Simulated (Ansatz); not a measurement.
MgO

Input

```
crystal:
  lattice:
    - [2.9377244759, 0.0, 0.0]
    - [-1.468862238, 2.5441440255, 0.0]
    - [0.0, 0.0, 2.6797873418]
  atoms:
    - { symbol: Mg, position: [0.0077107158, 0.0038553579, 0.0057830368] }
    - { symbol: O, position: [0.3333333333, 0.6666666667, 0.5] }
basis:
  ecutwfc: 420
kpoints:
  mp_grid: { grid: [12, 12, 8] }
hamiltonian:
  xc: pbe
scf:
  occupations: { method: gaussian, width: 0.05 }
output:
  forces: true
  stress: true
  eigenvalues: true
  write_density: true
  write_potential: true
  elf: true
  volumetric_format: npy
```

Launched as:

```sh
ansatz run input.yaml --threads 1 --pin off --max-ram 2560MiB --backend cpu --events-out ev --progress --plain --runs-dir out
```

Below, planes, directions and counts refer to the conventional cell (a = 5.09 Å, b = 2.94 Å, c = 2.68 Å, α = 90.00°, β = 90.00°, γ = 90.00°).

Space group Cm; a structure from a database of computed crystals, not necessarily the ambient phase; changed on purpose from its base cell (all Mg atoms moved -0.025 Å, as atom 1 towards its neighbour atom 2 (O) at 2.161 A).

Theory: DFT PBE, scalar-relativistic, plane waves, PAW (Ansatz).

The density is the valence pseudo-density of a PAW calculation; it isn't the true density close to the nuclei.

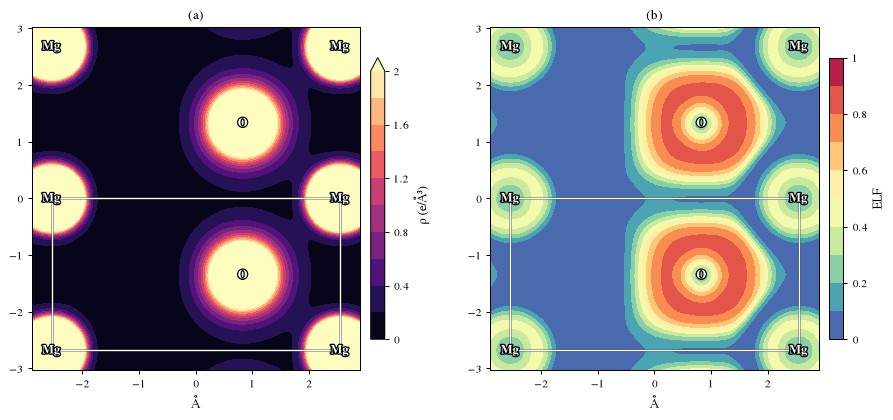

Figure 1. (a) valence charge density (pseudo); (b) electron localisation function on the (010) plane of the conventional cell.

What do the fields say about this system?

Atoms in the plane: Mg and O.
Mg–O (2.17 Å): ρ is about 0.3 e/Å³ halfway; the ELF peaks at about 0.85 in the valence shell of O, 0.6 Å from its nucleus, and is about 0.35 at the midpoint; a largely ionic contact.

Between the atoms the lowest density in this plane is 0.04 e/Å³.

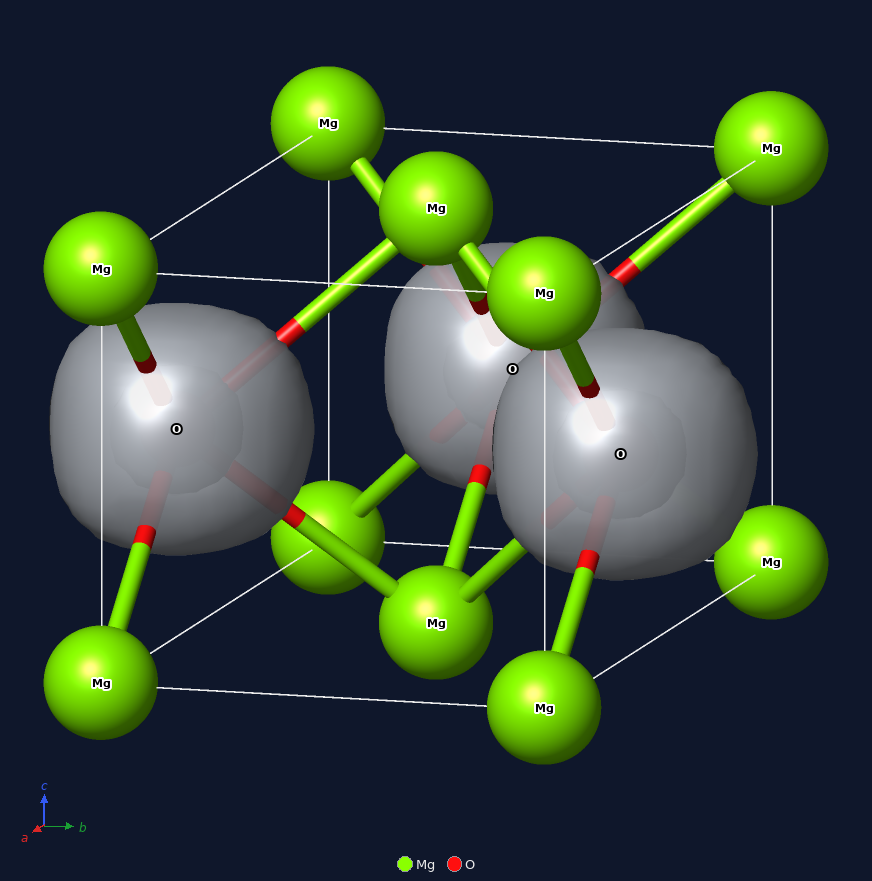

Figure 2. Isosurface of the ELF at 0.75 (grey), seen slightly off an axis. Only the valence region is drawn (cores and ρ < 0.01 e/Å³ removed). Sticks mark near contacts.

What do the ELF domains correspond to?

At this value the surface marks out two regions wrapped around O (the valence shell of each), counted in one cell of 4 atoms. Any copies at cell faces, edges or corners count once. Along the contacts the grid gives the following. Mg–O (2.14 Å): the ELF peaks at about 0.85 in the valence shell of O, 0.6 Å from its nucleus, and is about 0.35 at the midpoint; a largely ionic contact. Mg–O (2.19 Å): the ELF peaks at about 0.85 in the valence shell of O, 0.6 Å from its nucleus, and is about 0.35 at the midpoint (a largely ionic contact).

Does the calculation give a band gap?

It is gapped, with a Kohn–Sham gap of 3.0 eV on the k-point mesh, an upper bound to the gap of this method.
